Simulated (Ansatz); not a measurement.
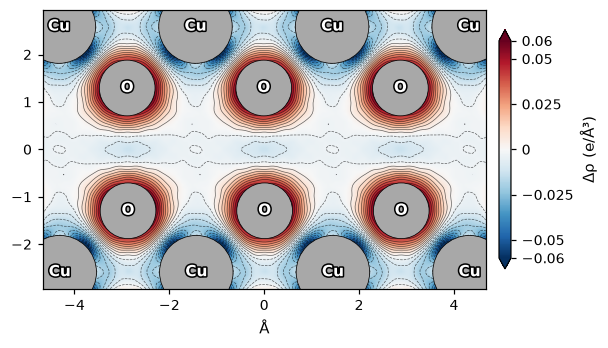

CuO. Difference of the valence pseudo-densities of two functionals at the same geometry, on the (010) plane of the calculation cell: one of LDA and r2SCAN less the other.

Both computed with Ansatz (plane waves, PAW), on the same k-point mesh. Grey discs cover the atomic cores.

```yaml
crystal:
  lattice:
    - [2.04990, -2.02227, 0.00000]
    - [2.04990, 2.02227, 0.00000]
    - [-0.02457, 0.00000, 5.17634]
  atoms:
    - { symbol: Cu, position: [0.50000, 0.00000, 0.50000] }
    - { symbol: Cu, position: [0.00000, 0.50000, 0.00000] }
    - { symbol: O, position: [0.99838, 0.00162, 0.25000] }
    - { symbol: O, position: [0.00162, 0.99838, 0.75000] }
```

Which was subtracted from which, and what does the map show?

It is r2SCAN less LDA. Against LDA, r2SCAN gives less density around Cu (−0.016 e/Å³ on average at 1.0 Å from the nucleus), more density around O (+0.032 e/Å³ on average at 0.7 Å from the nucleus) and a change of −0.019 e/Å³ at the midpoint of Cu–O.
